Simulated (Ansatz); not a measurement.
**SnGe$_{15}$: density, localisation and related maps**

Input

```
crystal:
  lattice:
    - [11.34900875, 0.0, 0.0]
    - [0.0, 11.34900875, 0.0]
    - [0.0, 0.0, 11.34900875]
  atoms:
    - { symbol: Ge, position: [0.0, 0.0, 0.0] }
    - { symbol: Ge, position: [0.0, 0.0, 0.5] }
    - { symbol: Ge, position: [0.0, 0.5, 0.0] }
    - { symbol: Ge, position: [0.0, 0.5, 0.5] }
    - { symbol: Ge, position: [0.5, 0.0, 0.0] }
    - { symbol: Ge, position: [0.5, 0.0, 0.5] }
    - { symbol: Ge, position: [0.5, 0.5, 0.0] }
    - { symbol: Ge, position: [0.5, 0.5, 0.5] }
    - { symbol: Ge, position: [0.0, 0.25, 0.25] }
    - { symbol: Ge, position: [0.0, 0.25, 0.75] }
    - { symbol: Ge, position: [0.0, 0.75, 0.25] }
    - { symbol: Ge, position: [0.0, 0.75, 0.75] }
    - { symbol: Ge, position: [0.5, 0.25, 0.25] }
    - { symbol: Ge, position: [0.5, 0.25, 0.75] }
    - { symbol: Ge, position: [0.5, 0.75, 0.25] }
    - { symbol: Ge, position: [0.5, 0.75, 0.75] }
    - { symbol: Ge, position: [0.25, 0.0, 0.25] }
    - { symbol: Ge, position: [0.25, 0.0, 0.75] }
    - { symbol: Ge, position: [0.25, 0.5, 0.25] }
    - { symbol: Ge, position: [0.25, 0.5, 0.75] }
    - { symbol: Sn, position: [0.75, 0.0, 0.25] }
    - { symbol: Ge, position: [0.75, 0.0, 0.75] }
    - { symbol: Ge, position: [0.75, 0.5, 0.25] }
    - { symbol: Ge, position: [0.75, 0.5, 0.75] }
    - { symbol: Ge, position: [0.25, 0.25, 0.0] }
    - { symbol: Ge, position: [0.25, 0.25, 0.5] }
    - { symbol: Ge, position: [0.25, 0.75, 0.0] }
    - { symbol: Ge, position: [0.25, 0.75, 0.5] }
    - { symbol: Ge, position: [0.75, 0.25, 0.0] }
    - { symbol: Ge, position: [0.75, 0.25, 0.5] }
    - { symbol: Ge, position: [0.75, 0.75, 0.0] }
    - { symbol: Sn, position: [0.75, 0.75, 0.5] }
    - { symbol: Ge, position: [0.125, 0.125, 0.125] }
    - { symbol: Ge, position: [0.125, 0.125, 0.625] }
    - { symbol: Ge, position: [0.125, 0.625, 0.125] }
    - { symbol: Sn, position: [0.125, 0.625, 0.625] }
    - { symbol: Ge, position: [0.625, 0.125, 0.125] }
    - { symbol: Ge, position: [0.625, 0.125, 0.625] }
    - { symbol: Ge, position: [0.625, 0.625, 0.125] }
    - { symbol: Ge, position: [0.625, 0.625, 0.625] }
    - { symbol: Ge, position: [0.125, 0.375, 0.375] }
    - { symbol: Ge, position: [0.125, 0.375, 0.875] }
    - { symbol: Ge, position: [0.125, 0.875, 0.375] }
    - { symbol: Ge, position: [0.125, 0.875, 0.875] }
    - { symbol: Ge, position: [0.625, 0.375, 0.375] }
    - { symbol: Ge, position: [0.625, 0.375, 0.875] }
    - { symbol: Ge, position: [0.625, 0.875, 0.375] }
    - { symbol: Ge, position: [0.625, 0.875, 0.875] }
    - { symbol: Ge, position: [0.375, 0.125, 0.375] }
    - { symbol: Ge, position: [0.375, 0.125, 0.875] }
    - { symbol: Ge, position: [0.375, 0.625, 0.375] }
    - { symbol: Ge, position: [0.375, 0.625, 0.875] }
    - { symbol: Ge, position: [0.875, 0.125, 0.375] }
    - { symbol: Sn, position: [0.875, 0.125, 0.875] }
    - { symbol: Ge, position: [0.875, 0.625, 0.375] }
    - { symbol: Ge, position: [0.875, 0.625, 0.875] }
    - { symbol: Ge, position: [0.375, 0.375, 0.125] }
    - { symbol: Ge, position: [0.375, 0.375, 0.625] }
    - { symbol: Ge, position: [0.375, 0.875, 0.125] }
    - { symbol: Ge, position: [0.375, 0.875, 0.625] }
    - { symbol: Ge, position: [0.875, 0.375, 0.125] }
    - { symbol: Ge, position: [0.875, 0.375, 0.625] }
    - { symbol: Ge, position: [0.875, 0.875, 0.125] }
    - { symbol: Ge, position: [0.875, 0.875, 0.625] }
scf:
  occupations: { method: gaussian, width: 0.05 }
output:
  forces: true
  stress: true
  eigenvalues: true
  write_density: true
  write_potential: true
  elf: true
  volumetric_format: npy
hamiltonian:
  xc: lda
kpoints:
  mp_grid: { grid: [4, 4, 4] }
relax:
  f_tol: 0.003
  cell: { stress_tol: 0.02 }
```

Launched as:

```sh
ansatz run input.yaml --threads 16 --pin off --max-ram 24576MiB --backend cpu --events-out ev --progress --plain --runs-dir out
```

Below, planes, directions and counts refer to the conventional cell (a = 11.35 Å, b = 11.35 Å, c = 11.36 Å, α = 90.01°, β = 90.00°, γ = 90.01°).

The fields are those of the run's last geometry, not of the input's.

Space group P1.

Method: DFT LDA, scalar-relativistic, plane waves, PAW (Ansatz).

In a PAW calculation such maps are meaningful between the atoms, not at the nuclei.

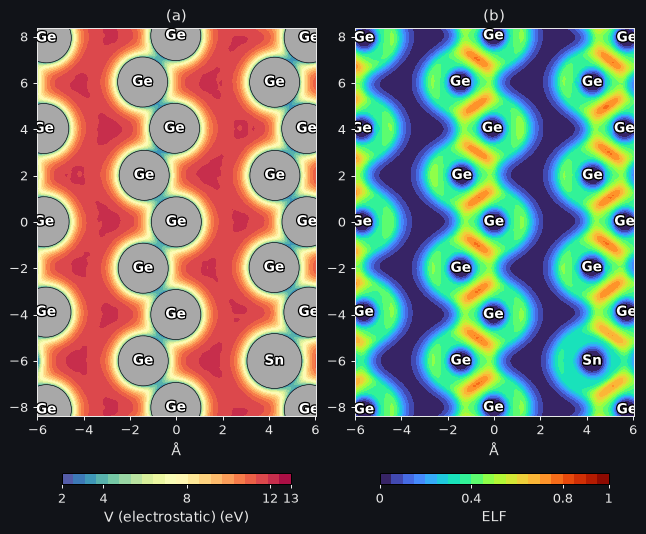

Figure 1. (a) electrostatic potential energy of an electron; (b) ELF on the (011̄) plane of the conventional cell. Grey discs cover the atomic cores in the potential map.

Read the bonding off the picture.

- The plane passes through Ge and Sn nuclei.
- Ge–Ge (2.43 Å): the ELF peaks at about 0.75 between the atoms.
- Sn–Ge (2.59 Å): the ELF peaks at about 0.70 between the atoms.
- Ge–Ge (2.46 Å): the ELF peaks at about 0.75 between the atoms.
- Outside the cores the potential energy rises away from the atoms and is highest about 2.4 Å from the nearest atoms; its zero is arbitrary.

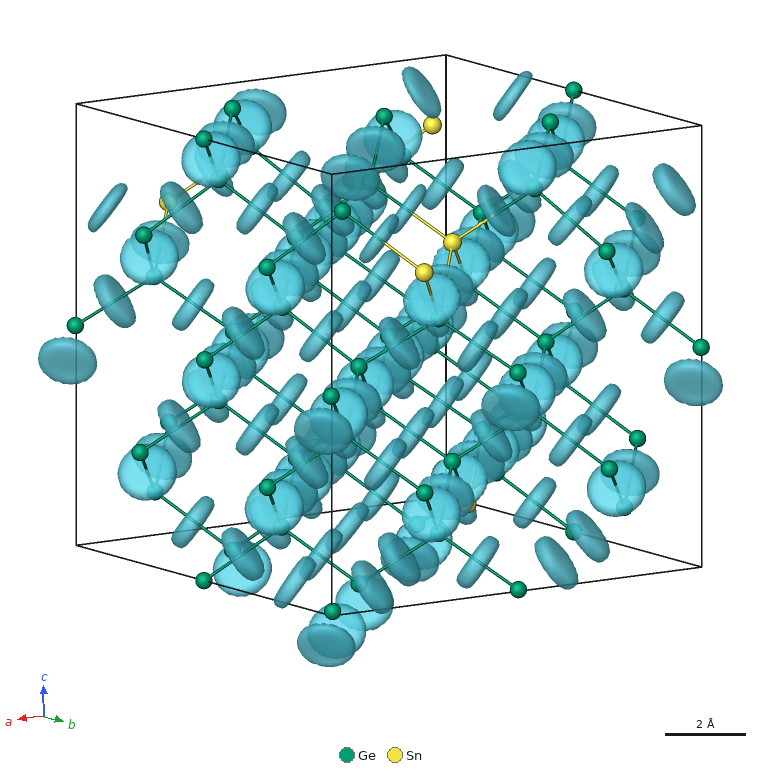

Figure 2. Isosurface of the electron localisation function at 0.6 (cyan), seen at an oblique angle. Only the valence region is drawn (cores and ρ < 0.01 e/Å³ removed). Sticks mark near contacts.

Identify the bonds, lone pairs and shells in this picture.

At this value the surface marks out 112 regions between bonded Ge–Ge atoms and 16 regions between bonded Ge–Sn atoms, counted in one cell of 64 atoms. Any copies at cell faces, edges or corners count once. Along the contacts the grid gives the following. Ge–Ge (2.41 Å): the ELF peaks at about 0.75 between the atoms. Sn–Ge (2.57 Å): the ELF peaks at about 0.70 between the atoms.

Does the calculation make it a metal, or give it a gap?

It is gapless in this calculation (a metal or semimetal).
